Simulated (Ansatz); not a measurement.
# Formation energy and levels of the vacancy V_N in AlN (P6_3mc)

Wanted: the transition levels of a vacancy in AlN (P6_3mc), from a cell of 96 host atoms with 1 N taken out.

Method: place-levels on r2SCAN runs: charge-transition levels and formation energies with image-charge correction and potential alignment at the atomic sites; PAW set soft_1, in Ansatz 0.2.0.

### 1. The starting structure

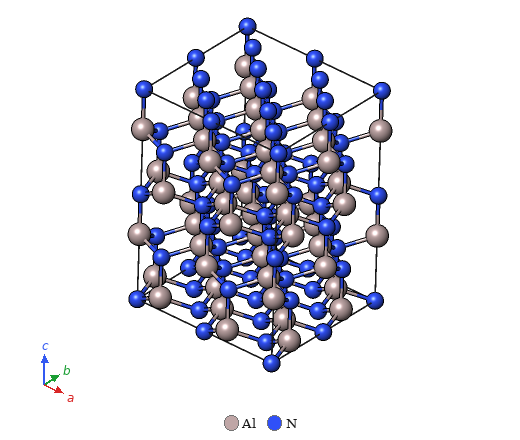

The cell as given, from a free direction (aluminium light grey, nitrogen blue). Some periodic images of atoms are drawn too.

The cell holds 95 atoms: 48 Al and 47 N. Cell: a = 10.761 Å, b = 10.761 Å, c = 9.956 Å, α = 90.0°, β = 90.0°, γ = 120.0°. It derives from AlN (space group P6_3mc). Nearest the centre at fractional (0.667, 0.500, 0.440): Al52 at 1.89 Å, Al77 at 1.89 Å, Al78 at 1.89 Å, Al74 at 1.90 Å, N70 at 3.07 Å, N94 at 3.07 Å, N95 at 3.07 Å, N58 at 3.07 Å.

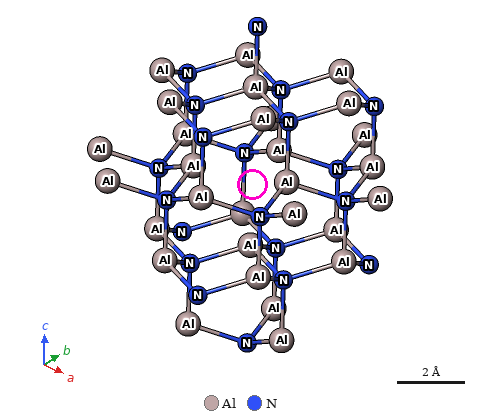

The atoms within 5 Å of the centre. A ring marks the centre wherever it is empty.

The host's dielectric constants go in as inputs: (4.49, 4.49, 4.72) for the electrons alone, (8.15, 8.15, 9.65) with the ions, computed on the host (DFPT, PBEsol, on the r2SCAN cell), and a cell off the functional's own equilibrium shifts the ionic part.

The cell's shortest repeat is 10.0 Å.

### 2. The runs of each charge state

A transition level is the Fermi level at which two charge states cost the same, so each charge needs its own total energy, at its own relaxed structure.

Each atom starts 0.05 Å or so off its site in a random direction: a symmetric start keeps its symmetry, and would miss off-centre moves and Jahn–Teller distortions. Forces are taken at one point at (¼, ¼, ¼). The cell holds 1 electron more than the neutral one, with a uniform background that keeps it neutral on the whole.

The sampling was tested on the host first: at the k-points planned (1x1x1 shifted 0.25 0.25 0.25) its energy lies -0.001 eV an atom from the dense-mesh value, under the bound of 0.02 eV set for this test; that bounds the host's error, not the defect's.

One of the inputs; charge, spin and start change from state to state.

File qm1.relax_smeared/input.yaml:

```yaml
crystal:
  lattice:
    - [4.65978274, 2.69032688, 0.0]
    - [-4.65978279, 2.69032679, 0.0]
    - [0.0, 0.0, 4.97823886]
  atoms:
    - { symbol: Al, position: [0.0, 0.33333333, 0.49920333] }
    - { symbol: Al, position: [0.33333333, 0.0, 0.49920333] }
    - { symbol: Al, position: [0.66666667, 0.66666667, 0.49920333] }
    - { symbol: Al, position: [0.0, 0.66666667, 0.99920333] }
    - { symbol: Al, position: [0.33333333, 0.33333333, 0.99920333] }
    - { symbol: Al, position: [0.66666667, 0.0, 0.99920333] }
    - { symbol: "N", position: [0.0, 0.33333333, 0.88079667] }
    - { symbol: "N", position: [0.33333333, 0.0, 0.88079667] }
    - { symbol: "N", position: [0.66666667, 0.66666667, 0.88079667] }
    - { symbol: "N", position: [0.0, 0.66666667, 0.38079667] }
    - { symbol: "N", position: [0.33333333, 0.33333333, 0.38079667] }
    - { symbol: "N", position: [0.66666667, 0.0, 0.38079667] }
  supercell: [2, 2, 2]
  defects: [{ vacancy: 79 }]
total_charge: -1
basis:
  ecutwfc: 500
  xc_grid: 2
hamiltonian:
  xc: r2scan
  pseudopotentials: { kind: paw, azcp: { folder: soft_1 } }
kpoints:
  mp_grid: { grid: [1, 1, 1], shift: [0.25, 0.25, 0.25] }
scf:
  occupations: { method: fermi_dirac, width: 0.01 }
  max_iter: 60
output:
  forces: true
  charged_corrections: { epsilon: [4.49, 4.49, 4.72], static_epsilon: [8.15, 8.15, 9.65] }
relax:
  f_tol: 0.02
  max_steps: 80
  random_displacement: { amplitude: 0.05, seed: 1186 }
checkpoint:
  write: "../qm1.relax_smeared.run"
  compress: false
  write_wavefunctions: true
  write_every: 100000
```

Run with:

```console
$ ansatz run input.yaml --threads 8 --pin off --max-ram 15073MiB --backend cpu --events-out ev --progress --plain --runs-dir out
```

The relaxed structure is kept and the sampling changed to a 2×2×2 shifted mesh.

The run of this state that the levels use, under r2SCAN:

File qm1.point/input.yaml:

```yaml
crystal:
  checkpoint: "../qm1.relax_smeared.run"
  host: checkpoint
total_charge: -1
basis:
  ecutwfc: 500
  xc_grid: 2
hamiltonian:
  xc: r2scan
  pseudopotentials: { kind: paw, azcp: { folder: soft_1 } }
kpoints:
  mp_grid: { grid: [2, 2, 2], shift: [0.5, 0.5, 0.5] }
scf:
  occupations: { method: fermi_dirac, width: 0.01 }
  max_iter: 60
output:
  forces: true
  eigenvalues: true
  charged_corrections:
    epsilon: [4.49, 4.49, 4.72]
    static_epsilon: [8.15, 8.15, 9.65]
    defect_position: [0.666667, 0.5, 0.440398]
  eigenstates: { localisation: true }
  populations: true
  band_densities: [{ bands: [v1, v1] }, { bands: [c1, c1] }]
  write_density: true
  write_potential: true
  volumetric_format: npy
  elf: true
checkpoint:
  read: "../qm1.relax_smeared.run"
  write: "../qm1.point.run"
  compress: false
  write_wavefunctions: false
  write_every: 100000
```

Relaxations under r2SCAN at one point at (¼, ¼, ¼); times on 8 threads of Arm Neoverse V2, shared host:

```csv
charge,moment (μB),occupations,outcome,steps,largest displacement against the far atoms (Å),time
−1,0,fixed,not converged,-,-,37 s
−1,0,fermi-dirac,converged,14,0.22,2.3 min
0,1,fixed,converged,7,0.11,3 min
+1,0,fixed,converged,5,0.09,55 s
+2,1,fixed,converged,8,0.40,3.2 min
+3,0,fixed,converged,8,0.65,88 s
−1,2,fixed,converged,10,0.17,3.8 min
```

Single points under r2SCAN at a 2×2×2 shifted mesh; times on 8 threads of Arm Neoverse V2, shared host:

```csv
charge,moment (μB),occupations,outcome,time
−1,0,fermi-dirac,converged,62 s
0,1,fermi-dirac,converged,2.6 min
+1,0,fermi-dirac,converged,46 s
+2,1,fermi-dirac,converged,2 min
+3,0,fermi-dirac,converged,61 s
−1,2,fermi-dirac,converged,2.8 min
```

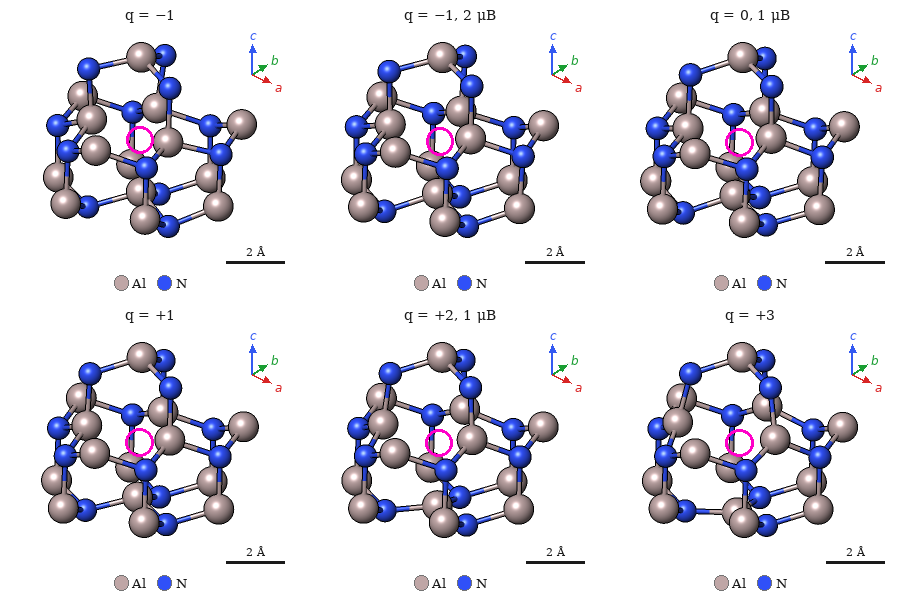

The structures near the centre after relaxation with r2SCAN, by charge. A ring marks the centre wherever it is empty.

Distances (Å) from the ideal centre to the nearest atoms after relaxation with r2SCAN:

```csv
charge,moment (μB),1.,2.,3.,4.,5.,6.
−1,0,Al 1.77,Al 1.81,Al 1.82,Al 1.88,N 2.94,Al 3.01
−1,2,Al 1.74,Al 1.79,Al 1.82,Al 1.87,Al 3.02,N 3.05
0,1,Al 1.86,Al 1.86,Al 1.87,Al 1.90,N 3.00,N 3.03
+1,0,Al 1.93,Al 1.93,Al 1.94,Al 1.99,N 3.05,N 3.05
+2,1,Al 2.09,Al 2.09,Al 2.09,Al 2.29,N 3.07,N 3.07
+3,0,Al 2.30,Al 2.30,Al 2.31,Al 2.55,N 3.09,N 3.09
```

### 3. Placing the levels, r2SCAN

A charged cell interacts with its images and the background, and its potential has another zero than the host's. place-levels removes the first by a point-charge model, screened by the static dielectric constant since the ions have relaxed around the charge, and the second by comparing potentials at atoms far from the defect.

The host is a run of the defect-free crystal in the same cutoffs, grids and k-points, so that basis and sampling errors cancel in part in the differences. Its band edges come from a run of the primitive cell that searches the zone for them. The host is run in a cell of 24 atoms on a matching mesh. Chemical potentials are energies per atom of N (N2 molecule), run with the same functional and cutoff.

File levels.point.yaml:

```yaml
host:
  run: host.point.run
  levels_from: { run: edges.point.run }
states: [qm1.point.run, q0_M1.point.run, qp1.point.run, qp2_M1.point.run, qp3.point.run, qm1_M2.point.run]
geometry_from:
  qm1.point.run: qm1.relax_smeared.run
  q0_M1.point.run: q0_M1.relax.run
  qp1.point.run: qp1.relax.run
  qp2_M1.point.run: qp2_M1.relax.run
  qp3.point.run: qp3.relax.run
  qm1_M2.point.run: qm1_M2.relax.run
  host.point.run: host.relax.run
chemical_potentials:
  "N":
    energy: -384.814403
    dataset: "<sha256 of the dataset>"
epsilon: [4.49, 4.49, 4.72]
static_epsilon: [8.15, 8.15, 9.65]
vertical:
  - { from: qm1.point.run, to: qm1.point_neutral.run }
  - { from: qp1.point.run, to: qp1.point_neutral.run }
  - { from: qp2_M1.point.run, to: qp2_M1.point_neutral.run }
  - { from: qp3.point.run, to: qp3.point_neutral.run }
```

Run with:

```console
$ ansatz place-levels levels.point.yaml -- --threads 8 --pin off --max-ram 15073MiB
```

Numbers of over 12 decimals in the logs are rounded to 6 here.

Log:

```text
[... repeated set-up lines and file paths are left out, and long positions are rounded to six places ...]
(+3/+2) 0.025 eV beneath the valence edge, in the valence band
(+2/+1) 0.373 eV above the valence edge, 4.500 eV under the conduction edge
(+1/0) 3.592 eV above the valence edge, 1.281 eV under the conduction edge
(0/-1) 4.157 eV above the valence edge, 0.716 eV under the conduction edge
formation energy of charge +3: +2.555 eV with the Fermi level at the valence edge
formation energy of charge +2: +2.530 eV with the Fermi level at the valence edge
formation energy of charge +1: +2.903 eV with the Fermi level at the valence edge
formation energy of charge 0: +6.494 eV with the Fermi level at the valence edge
formation energy of charge -1: +10.652 eV with the Fermi level at the valence edge
vertical -1 to 0: no energy, since no alignment is typed
  the change from vertical[0].from (qm1.point.run) to vertical[0].to (qm1.point_neutral.run): by its potential at epsilon [4.49, 4.49, 4.72] it stands at 0.661 0.501 0.448, with an rms radius of about 2.0 Å (1.3 0.9 1.3 Å across the planes of the cell's [...]
vertical +1 to 0: no energy, since no alignment is typed
  the change from vertical[1].from (qp1.point.run) to vertical[1].to (qp1.point_neutral.run): by its potential at epsilon [4.49, 4.49, 4.72] it stands at 0.676 0.510 0.446, with an rms radius of about 2.3 Å (1.2 1.2 1.5 Å across the planes of the cell's [...]
vertical +2 to 0: no energy, since no alignment is typed
  the change from vertical[2].from (qp2_M1.point.run) to vertical[2].to (qp2_M1.point_neutral.run): by its potential at epsilon [4.49, 4.49, 4.72] it stands at 0.667 0.501 0.446, with an rms radius of about 2.6 Å (1.4 1.4 1.7 Å across the planes of the cell's [...]
vertical +3 to 0: no energy, since no alignment is typed
  the change from vertical[3].from (qp3.point.run) to vertical[3].to (qp3.point_neutral.run): by its potential at epsilon [4.49, 4.49, 4.72] it stands at 0.668 0.501 0.485, with an rms radius of about 2.4 Å (1.5 1.5 1.0 Å across the planes of the cell's [...]
  edges by r2scan of host.levels_from (edges.point.run), its mesh sampled to repeats of 29.87 Å (the valence edge +0.195 eV and the conduction edge -0.576 eV from those of the host's own run), gap 4.873 eV; the host is sampled to repeats of 21.52 Å
  the defect's cells are sampled to repeats of 21.52 Å, like sampling
  charge +3: -44200.7450 eV with its correction of +1.801 eV, at epsilon [8.15, 8.15, 9.65], aligned at sites: -0.1555 eV, mean over 48 atomic sites at or beyond 4.98 Å from the defect at [0.6667, 0.5000, 0.4404], with -0.007162 for the charge's moments and [...]
  charge +2: -44193.8466 eV with its correction of +0.731 eV, at epsilon [8.15, 8.15, 9.65], aligned at sites: -0.1111 eV, mean over 48 atomic sites at or beyond 4.98 Å from the defect at [0.6667, 0.5000, 0.4404], with -0.002692 for the charge's moments and [...]
  charge +1: -44186.5506 eV with its correction of +0.154 eV, at epsilon [8.15, 8.15, 9.65], aligned at sites: -0.0846 eV, mean over 48 atomic sites at or beyond 4.98 Å from the defect at [0.6667, 0.5000, 0.4404], with +0.000000 for the charge's moments and [...]
  charge 0: +0.000 eV for its dipole among its images, +0.000 omitted
  charge -1: -44164.9549 eV with its correction of +0.289 eV, at epsilon [8.15, 8.15, 9.65], aligned at sites: -0.0502 eV, mean over 48 atomic sites at or beyond 4.98 Å from the defect at [0.6667, 0.5000, 0.4404], with +0.000000 for the charge's moments and [...]
  charge -1: states[0] (qm1.point.run) stands 0.121 eV higher, with a moment of 0.00 μB against 2.00
  of states[4] (qp3.point.run): it parts from the run that its charge is read beside by 3 carriers, of which the mean alone is read, by its potential at epsilon [4.49, 4.49, 4.72], taken for that of held ions (one typed too small widens it): that is narrow, [...]
  of states[3] (qp2_M1.point.run): it parts from the run that its charge is read beside by 2 carriers, of which the mean alone is read, by its potential at epsilon [4.49, 4.49, 4.72], taken for that of held ions (one typed too small widens it): that is [...]
  of states[1] (q0_M1.point.run): its displacements don't fall off away from the defect: farther atoms stand 0.014 Å off the host's places. [...]
  of states[5] (qm1_M2.point.run): how wide its charge is, is not read beside other atoms or cores, and a band state would take no correction. [...]
  of states[0] (qm1.point.run): its displacements don't fall off away from the defect: farther atoms stand 0.025 Å off the host's places. [...]
  of vertical[0].from (qm1.point.run): its displacements don't fall off away from the defect: farther atoms stand 0.025 Å off the host's places. [...]
  of vertical[0].to (qm1.point_neutral.run): its displacements don't fall off away from the defect: farther atoms stand 0.025 Å off the host's places. [...]
  of vertical[1].to (qp1.point_neutral.run): stability_check_not_made
  of vertical[2].from (qp2_M1.point.run): stability_check_not_made; [...]
  of vertical[2].to (qp2_M1.point_neutral.run): its moments are held at its close (magnetization.spin_locking), by a field of 0.012 eV a Bohr magneton, and its energy and levels are of the state that this holds: a run that lets them go can end lower; [...]
  of vertical[3].from (qp3.point.run): its displacements don't fall off away from the defect: farther atoms stand 0.016 Å off the host's places. [...]
  of vertical[3].to (qp3.point_neutral.run): its displacements don't fall off away from the defect: farther atoms stand 0.016 Å off the host's places. [...]
```

Wall time 0.69 s (8 threads of Arm Neoverse V2, shared host).

Levels between the charges placed, in eV above the valence top:

```csv
,gap (eV),(+3/+2),(+2/+1),(+1/0),(0/−1)
r2SCAN,4.87,-0.02,0.37,3.59,4.16
```

Corrections by state:

```csv
charge,moment (μB),image terms and alignment (eV),band filling (eV),ε used,"over the lowest of its charge, as the program ranks them, band filling apart (eV)"
+3,0.0,1.801,-,"principal values (8.15, 8.15, 9.65)",0.000
+2,1.0,0.731,-,"principal values (8.15, 8.15, 9.65)",0.000
+1,0.0,0.154,-,"principal values (8.15, 8.15, 9.65)",0.000
0,1.0,0.000,-,-,0.000
−1,2.0,0.289,-,"principal values (8.15, 8.15, 9.65)",0.000
−1,0.0,0.287,-,"principal values (8.15, 8.15, 9.65)",0.121
```

The charged structures listed were also run neutral, and place-levels reads from each pair, by the potential or the spins, how wide the charge is by which they differ; that can be the carrier of either run.

```csv
charge,rms radius (Å),spread where it is widest against the cell (Å),wide from (Å),reading
+3,2.4,1.53,1.61,narrow
+2,2.6,1.68,1.72,narrow
+1,2.3,1.51,1.72,narrow
```

The neutral runs of these pairs need not share the spin of the lowest neutral state, and very wide values only mean spread over the cell.

From the program's caveats on the states, each cut to its opening words:

- charge +3: it parts from the run that its charge is read beside by 3 carriers, of which the mean alone is read, by its potential at epsilon [4.49, 4.49, 4.72], taken for [...]
- charge +3: the far atoms show a dipole or second moment of the defect's charge, for which the correction takes or leaves out 0.1 eV: further moments aren't read, and the [...]
- charge +3: its displacements don't fall off away from the defect: farther atoms stand 0.016 Å off the host's places
- charge +2 (1 μB): it parts from the run that its charge is read beside by 2 carriers, of which the mean alone is read, by its potential at epsilon [4.49, 4.49, 4.72], taken for [...]
- charge +2 (1 μB), 0 (1 μB), −1 (2 μB): flagged: stability check not made
- charge 0 (1 μB): its displacements don't fall off away from the defect: farther atoms stand 0.014 Å off the host's places
- charge −1 (2 μB): how wide its charge is, is not read beside other atoms or cores, and a band state would take no correction
- charge −1 (2 μB): its displacements don't fall off away from the defect: farther atoms stand 0.015 Å off the host's places
- charge −1: its displacements don't fall off away from the defect: farther atoms stand 0.025 Å off the host's places

The host's formation energy from the elements is -1.627 eV per atom; it sets how far the chemical potentials can move.

Limit set by the element alone; other compounds of these elements are not counted. Chemical potentials from the elements' reference states: Al 0.00 eV, N -3.25 eV. Formation energy by charge state (Al-rich; gap 4.87 eV):

```csv
charge,at valence top (eV),at conduction bottom (eV),correction included (eV)
+3,-0.70,13.92,1.80
+2,-0.72,9.02,0.73
+1,-0.35,4.52,0.15
0,3.24,3.24,0.00
−1,7.40,2.53,0.29
```

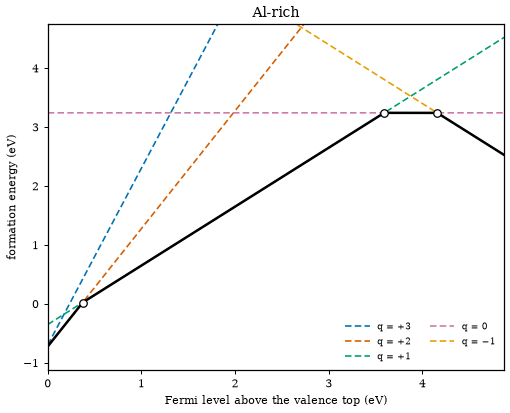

Formation energy against Fermi level; the thick line follows the lowest charge state and circles mark the transition levels.

Limit set by the element alone; other compounds of these elements are not counted. Chemical potentials from the elements' reference states: N 0.00 eV, Al -3.25 eV. Formation energies (N-rich), with the Fermi level at the valence top and at the conduction bottom (gap 4.87 eV):

```csv
charge,at valence top (eV),at conduction bottom (eV),correction included (eV)
+3,2.55,17.17,1.80
+2,2.53,12.28,0.73
+1,2.90,7.78,0.15
0,6.49,6.49,0.00
−1,10.65,5.78,0.29
```

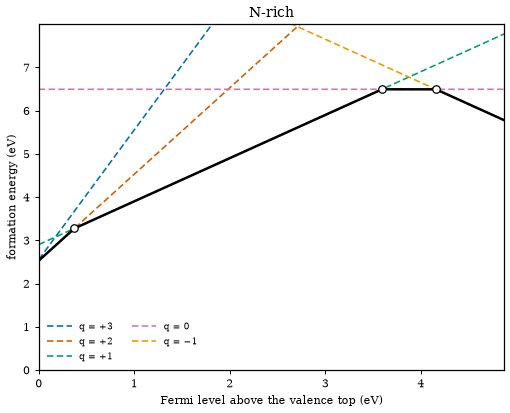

Formation energy against Fermi level; the thick line follows the lowest charge state and circles mark the transition levels.

### 4. What came out

| Property | Result |
| --- | --- |
| gap of the host | 4.87 eV (r2SCAN) |
| level (plus 3/plus 2) | 0.02 eV below the valence top |
| level (plus 2/plus 1) | 0.37 eV above the valence top |
| level (plus 1/0) | 3.59 eV above the valence top |
| level (0/minus 1) | 4.16 eV above the valence top |
| lowest of the charges placed, just above the valence top (0.02 eV) | +2 |
| lowest of the charges placed, just below the conduction bottom (0.02 eV) | −1 |
| lowest formation energy at mid-gap of the charges run, Al-rich | 2.09 eV |
| lowest formation energy at mid-gap of the charges run, N-rich | 5.34 eV |

**Reading.** Of the charges placed (−1, 0, +1, +2 and +3), the lowest changes at 0.37 eV (+2/+1), 3.59 eV (+1/0) and 4.16 eV (0/−1) above the valence top, in a gap of 4.87 eV. (+2/+1) lies nearer to a band edge than the share of the finite-size correction in it (0.58 eV), and that correction holds for a localised charge alone. (+3/+2) lies 0.02 eV from a band edge, less than the doubt on such levels. Charges below −1 were not placed, so these runs say nothing of levels that involve them. States placed: +3 at 0 μB; +2 at 1 μB; +1 at 0 μB; 0 at 1 μB; −1 at 2 μB and 0 μB. Other spin states or structures, where not listed, weren't placed. Corrections reach 1.8 eV, so the cell is small for these charges and their levels are rough. Limits: r2SCAN makes the gap too small and tends to spread out bound carriers; where a gas molecule sets a chemical potential or the host's formation energy, its binding is uncorrected.

[Logs are printed without paths, hosts, clocks, repeated set-up lines and the standing remarks that a program may print on its own settings, such as how far it seeks lower states.]

[Hosts, paths, dates, database ids (printed as entryN), source tags and the programs' standing remarks are cut or masked in the printed files.]

[Where a table of states has a column of steps, it counts the stored structures, which are thinned; the runs took as many ionic steps or more.]

[A defect's name tells the site on which it was built; relaxed atoms can leave that site.]

[For some hosts the program warned that the k-mesh of the response run may be too coarse for force constants and the static dielectric constant; such warnings are not shown here.]
